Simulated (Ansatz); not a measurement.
# Ni: single-point calculation (part 1 of 2)

System: Ni (2 atoms in the cell).
Method: DFT, HSE06, PAW, plane waves, scalar-relativistic, spin-polarised (Ansatz 0.2.0).

The structure derives from an entry of the Crystallography Open Database. It belongs to a series of runs on one base structure; here: parallel moments, plain SCF. Figures and captions count atoms from 1; the log counts them from 0 in places.

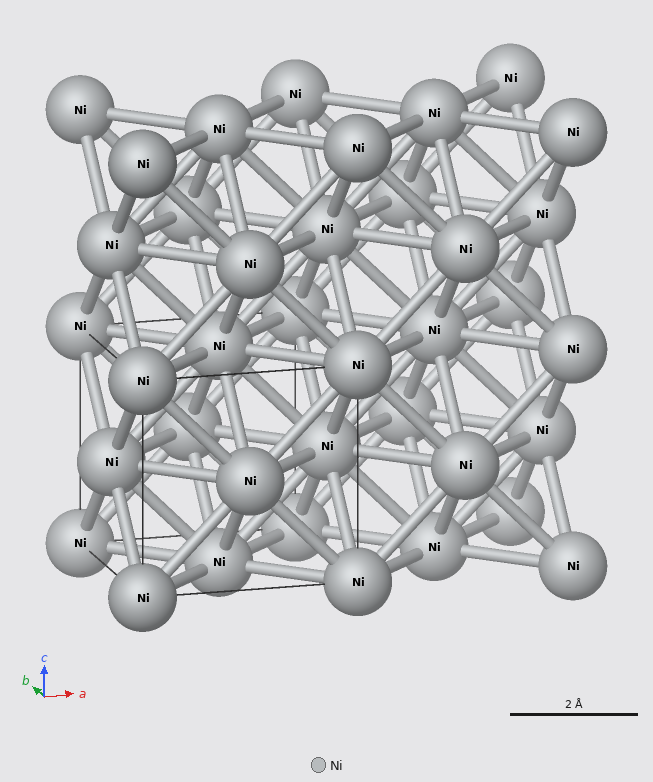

The input geometry (ball-and-stick view of the cell 2 times as large as that of the calculation, set on its symmetry axes, repeated 2 × 1 × 2, seen slightly off an axis). An atom can appear more than once, as a periodic image.

### Results in brief

- outcome: converged
- space group (tolerance 0.01 Å): Fm-3m (225)
- electrons treated: 36
- free energy: −11675.4080 eV
- Fermi energy: 17.917 eV
- net moment of the cell: 1.80 μB
- integrated absolute moment: 2.38 μB
- pressure: 1.48 GPa
- largest force (length of the vector): under 0.001 eV/Å
- hardware: 4 threads of Arm Neoverse V2, 24 GiB of memory available, shared host
- wall time: 55 s (CPU time 3.3 min)
- peak memory: 1 GiB

Warnings of the run: the state was not tested for a lower one; the exchange loop's threshold is looser than advised for the stress; the SCF threshold is looser than advised for the printed stress; the k-point mesh lowers the symmetry that the run can use.

### The input
```yaml
crystal:
  lattice:
    - [-1.76598, -1.76598, -3.53196]
    - [1.76598, -1.76598, 0.0]
    - [-1.76598, -1.76598, 0.0]
  atoms:
    - { symbol: Ni, position: [0.0, 0.0, 0.0], spin: 2.0 }
    - { symbol: Ni, position: [0.5, 0.5, 0.0], spin: 2.0 }
magnetization:
  spin_polarized: true
hamiltonian:
  xc: hse06
  pseudopotentials: { kind: paw }
basis:
  ecutwfc: 420
kpoints:
  mp_grid: { grid: [4, 6, 7] }
scf:
  occupations: { method: fermi_dirac, width: 0.1 }
  lower_state_search: "off"
output:
  forces: true
  stress: true
  write_density: true
  write_potential: true
  elf: true
  volumetric_format: npy
```

Run as:
```bash
ansatz run input.yaml --threads 4 --pin off --max-ram 10240MiB --backend cpu --events-out ev --progress --plain --runs-dir out
```

### The program's output
```
Warning: crystal.symmetry: narrowed to the stabiliser of the k-point mesh — unitary ops 32 → 8; excluded 24 operations that carry a point of the 4×6×7 mesh (shift [0, 0, 0]) off the mesh (the run samples exactly the mesh kpoints.mp_grid names, as under crystal.symmetry.detect: false, and its converged state has the mesh's symmetry, not the crystal's; ε∞, the Born charges and the force constants of a linear response (`dielectric:` by the response, `phonons.method: dfpt`) are averaged over those of the crystal's operations that the state keeps within a tolerance, where `mesh_tensors`, `unaveraged_element` or `gamma_mean_max_change_ev_ang2` stands beside them; a row that `dielectric.field_direction` solves alone is averaged likewise, with nothing beside; a Γ-centred mesh of equal divisions is mapped onto itself by every operation and keeps the whole group, as does a half-shifted one under kpoints.further_shifts: images)
Warning: output.stress: scf.convergence.dr2_threshold = 1e-7 eV (the SCF's general default) is looser than the 2e-10 eV advised for a printed stress (1e-10 eV for each atom of the cell: 2). What an SCF threshold leaves in a stress goes as its square root, and in the free energy as the threshold itself, and one threshold admits the most on a small cell: of the crystals measured, under no hybrid functional and no lock of the moments, on runs that ended without the residual-converged pass, on stresses that held no estimate of that error, the worst erred by over 100 MPa in a component at 1e-7 eV an atom and by under 5 at 1e-10. Set scf.convergence.dr2_threshold to 2e-10 eV or tighter. The threshold is an SCF's pass mark: one that does not reach it within its budget of iterations ends unconverged, or closes short of it on a stop that the run arms, and scf.convergence.dr2_threshold's page says what that costs each kind of run
Warning: output.stress: scf.exx.energy_threshold = 1e-6 eV is looser than the 2e-8 eV advised for a stress under a hybrid functional (1e-8 eV for each atom of the cell: 2). Every SCF of the exchange loop can meet its threshold on dr2 while the loop round them stops early: no threshold on dr2 bounds what that leaves in the stress. Set scf.exx.energy_threshold to 2e-8 eV or tighter. The threshold is the loop's pass mark: a loop that does not reach it within its budget of cycles ends unconverged, and scf.exx.energy_threshold's page has the law
Engine: ansatz 0.2.0, aarch64-unknown-linux-gnu
Pseudopotentials: kind: paw
Pseudopotential: Ni, paw, valence charge 18, recommended cutoff 420 eV (normal), Ni.paw.azcp
Functional definition: HSE06
  parameter a = 0.25
  parameter omega = 0.11/bohr
  exchange = pbe_x - a*pbe_x_sr(omega) + a*exact_x_sr(omega)
  correlation = pbe_c
Crystal: 2 atoms, lattice volume = 22.030 Å³
Basis set: ecut = 420 eV, 403 PW (Γ), exchange–correlation on 60×36×36 points (8 copies of the dense FFT grid, shifted against one another)
Bands: 24, of which v1, the nominal top of the filled ones, is band 18 counted from 1 (17 counted from 0)
Symmetry: 8 space group operations
k-points: 60 of 168
Non-local potential: Ni, projectors of the file, l = 0: 3, l = 1: 2, l = 2: 3, l = 3: 1
PAW form: soft (Blöchl's): semilocal exchange-correlation on the pseudo side does not see the compensation charge
PAW frozen core: Ni, regenerated for the run's functional, and the local potential with it (the file was generated under x = pbe(κ = 0.804, μ = 0.2195149727645171), c = pbe(β = 0.06672455060314922))
PAW one-centre angular grid: Ni, 590 points (default); XC on 96 Gauss nodes
Initial density: superposition of atomic densities (chi_scale 0.1, normalization cell)
Starting moments: Σ|m| = 4 μB on 2 of 2 sites
Initial wavefunctions: pseudopotential atomic-orbital guess
Functional: x = pbe(κ = 0.804, μ = 0.2195149727645171), c = pbe(β = 0.06672455060314922), warm-up for x = pbe(κ = 0.804, μ = 0.2195149727645171) + 0.25 (exact − pbe) at short range (hse, ω = 0.20786987370883472 Å⁻¹), c = pbe(β = 0.06672455060314922); [...]
iter 1 solved again at ethr=4.76e-5 eV; its pass at ethr=1.00e-1 eV (dr2=1.71e-2 eV) is discarded
SCF iter   1: F=—  HF=-11678.942082 eV  |F-HF|=—  |Δ(HF+E_count)|=         —  Δρ=1.27e-1 (↑1.16e-1 ↓1.27e-1)  dr2=2.04e-2  dr2_m=2.96e0  M=1.858 μB ∫|m|=2.085 μB  β_m=0.30  ethr=4.76e-5  ⟨swp⟩=6.3  Hψ=19653  notcnv=1
Mixer restart at iter 1: flushing history
preconditioner: auto → none  [metal: Δε(μ)=0.002 eV  Ē_g=11.505 eV  σ=0.100 eV  W_gap=0.00  n_scr=6 (ndim 8)  ℏωp=35.4 eV  f_vac=0.000  D(μ)=2.98/eV (n_scr^D=36)  sad-step TF]
spin-set hold released at iteration 1 (the charge has settled, or the pull on large starting moments outlasts its swing): the magnetisation degrees of freedom join the quasi-Newton model from the next iteration; the mixer history was flushed
SCF iter   2: F=—  HF=-11679.168631 eV  |F-HF|=—  |Δ(HF+E_count)|=   2.27e-1  Δρ=1.01e-1 (↑8.78e-2 ↓1.01e-1)  dr2=2.25e-2  dr2_m=1.78e0  M=1.743 μB ∫|m|=1.979 μB  β_m=0.62  ethr=4.76e-5  ⟨swp⟩=2.7  Hψ=5857  notcnv=0
SCF iter   3: F=—  HF=-11679.517168 eV  |F-HF|=—  |Δ(HF+E_count)|=   3.49e-1  Δρ=2.36e-2 (↑2.36e-2 ↓8.68e-3)  dr2=1.17e-1  dr2_m=1.17e-2  M=1.353 μB ∫|m|=1.587 μB  β_m=0.49  ethr=4.76e-5  ⟨swp⟩=3.5  Hψ=8599  notcnv=0
SCF iter   4: F=—  HF=-11679.493931 eV  |F-HF|=—  |Δ(HF+E_count)|=   2.32e-2  Δρ=9.06e-3 (↑3.91e-3 ↓9.06e-3)  dr2=8.03e-3  dr2_m=6.48e-3  M=1.297 μB ∫|m|=1.527 μB  β_m=0.54  ethr=4.76e-5  ⟨swp⟩=4.0  Hψ=8606  notcnv=0
iter 5 solved again at ethr=1.29e-6 eV; its pass at ethr=2.23e-5 eV (dr2=4.65e-4 eV) is discarded
SCF iter   5: F=—  HF=-11679.494297 eV  |F-HF|=—  |Δ(HF+E_count)|=   3.66e-4  Δρ=3.29e-3 (↑3.29e-3 ↓2.29e-3)  dr2=4.80e-4  dr2_m=1.34e-3  M=1.290 μB ∫|m|=1.499 μB  β_m=0.75  ethr=1.29e-6  ⟨swp⟩=2.9  Hψ=11072  notcnv=0
SCF iter   6: F=—  HF=-11679.495937 eV  |F-HF|=—  |Δ(HF+E_count)|=   1.64e-3  Δρ=1.80e-3 (↑1.80e-3 ↓7.32e-4)  dr2=4.43e-4  dr2_m=1.47e-4  M=1.287 μB ∫|m|=1.476 μB  β_m=0.79  ethr=1.29e-6  ⟨swp⟩=3.0  Hψ=6443  notcnv=0
SCF iter   7: F=—  HF=-11679.496045 eV  |F-HF|=—  |Δ(HF+E_count)|=   1.07e-4  Δρ=3.66e-4 (↑3.66e-4 ↓1.87e-4)  dr2=2.37e-5  dr2_m=5.60e-6  M=1.283 μB ∫|m|=1.463 μB  β_m=0.80  ethr=1.23e-6  ⟨swp⟩=2.5  Hψ=5748  notcnv=0
SCF iter   8: F=—  HF=-11679.496047 eV  |F-HF|=—  |Δ(HF+E_count)|=   2.51e-6  Δρ=1.24e-4 (↑3.28e-5 ↓1.24e-4)  dr2=9.32e-7  dr2_m=1.16e-6  M=1.282 μB ∫|m|=1.460 μB  β_m=0.90  ethr=6.58e-8  ⟨swp⟩=3.4  Hψ=6194  notcnv=0
SCF iter   9: F=—  HF=-11679.496048 eV  |F-HF|=—  |Δ(HF+E_count)|=   1.24e-6  Δρ=4.35e-5 (↑1.32e-5 ↓4.35e-5)  dr2=1.75e-7  dr2_m=7.20e-8  M=1.282 μB ∫|m|=1.459 μB  β_m=0.83  ethr=2.59e-9  ⟨swp⟩=3.5  Hψ=7352  notcnv=0
SCF iter  10: F=—  HF=-11679.496048 eV  |F-HF|=—  |Δ(HF+E_count)|=   1.60e-8  Δρ=8.18e-6 (↑2.69e-6 ↓8.18e-6)  dr2=2.68e-9  dr2_m=5.23e-9  M=1.282 μB ∫|m|=1.459 μB  β_m=0.91  ethr=4.87e-10  ⟨swp⟩=2.9  Hψ=5758  notcnv=0
SCF iter  11: F=—  HF=-11679.496048 eV  |F-HF|=—  |Δ(HF+E_count)|=   6.47e-9  Δρ=3.53e-6 (↑1.49e-6 ↓3.53e-6)  dr2=1.17e-9  dr2_m=4.80e-10  M=1.282 μB ∫|m|=1.459 μB  β_m=0.84  ethr=7.43e-12  ⟨swp⟩=4.0  Hψ=8808  notcnv=0
SCF iter  12: F=-11679.496048 eV  HF=-11679.496048 eV  |F-HF|=2.18e-11  |Δ(HF+E_count)|=  3.98e-10  Δρ=5.68e-7 (↑2.66e-7 ↓5.68e-7)  dr2=2.38e-11  dr2_m=2.85e-11  M=1.282 μB ∫|m|=1.459 μB  ethr=3.26e-12  ⟨swp⟩=3.0  Hψ=6243  notcnv=0
SCF 1 converged in 12 iterations: F = -11679.496048 eV  dr2 = 2.38e-11
  greatest PAW one-centre occupation: 1.001 electrons in one spin orbital (limit 2), on the Ni atom at site 1 (counted from 0), in its partial waves of l = 1
Initial density: handed on by an earlier stage of this run
Starting moments: Σ|m| = 4 μB on 2 of 2 sites; this step starts from the density that it was given
Initial wavefunctions: those handed on with the density
Functional: x = pbe(κ = 0.804, μ = 0.2195149727645171) + 0.25 (exact − pbe) at short range (hse, ω = 0.20786987370883472 Å⁻¹), c = pbe(β = 0.06672455060314922); HSE06 as pw.x's `hse` composes it (authors' and Libxc's form: `xc: wpbeh`)
Exchange kernel: α = 0.2500, screened, ω = 0.2079 Å⁻¹, Wigner–Seitz truncation, v(0) = 1032.9252 eV·Å³, q-mesh 4×6×7, nearest image of the exchange supercell L = 14.98 Å, pair-density grid 18×12×12, without the augmentation charges, whose exchange is taken in its separable form by FFT convolution over the k-point  [...]
Frozen-core exchange: fock
iter 1 solved again at ethr=1.06e-3 eV; its pass at ethr=1.00e-1 eV (dr2=3.82e-1 eV) is discarded
```
